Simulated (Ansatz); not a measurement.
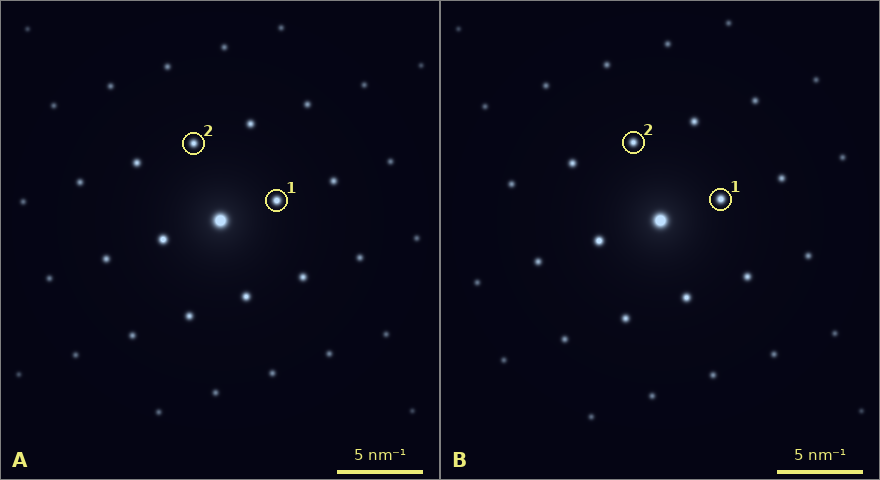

Kinematic electron diffraction patterns (200 kV, B = 0.5 Å², same scale) along [1-10] of the run's own cell, for the start and the end of one relaxation of CO with Ansatz, DFT PBE, scalar-relativistic, plane waves, PAW. k mesh 6×6×6. The start is a generated model structure, and the relaxation ends in the nearest stationary point of its symmetry, not necessarily the ground state. Spot 1 is 0 0 -2 and spot 2 is 1 1 0 in both.

Start structure:

```
C O
1.0
     2.05123   -5.71851    0.00000
     2.05123    5.71851    0.00000
     0.00000    0.00000    5.22673
C O
2 2
Cartesian
  2.0512 1.1373 3.9201
  2.0512 -1.1373 1.3067
  2.0512 2.2727 3.9201
  2.0512 -2.2727 1.3067
```

Which pattern belongs to the start structure, and which to the relaxed one?

Answer. B is the start: its cell gives d(1) = 2.613 Å, d(2) = 2.051 Å and an angle of 90.0°. A is the relaxed structure, with d(1) = 2.799 Å (+7.1 %), d(2) = 2.077 Å (+1.2 %) and 90.0°.

What did the relaxation do to the structure and the energy?

Answer. The volume changed by +9.8 % to 33.65 Å³ an atom; with the mean shift removed, the atoms moved by up to 0.05 Å relative to the cell (O most); the space group stayed Cmcm (No. 63); the free energy fell by 1.6 meV an atom. Relaxed cell: a = 6.150 Å, b = 6.150 Å, c = 5.599 Å, α = 90.00°, β = 90.00°, γ = 140.53°.
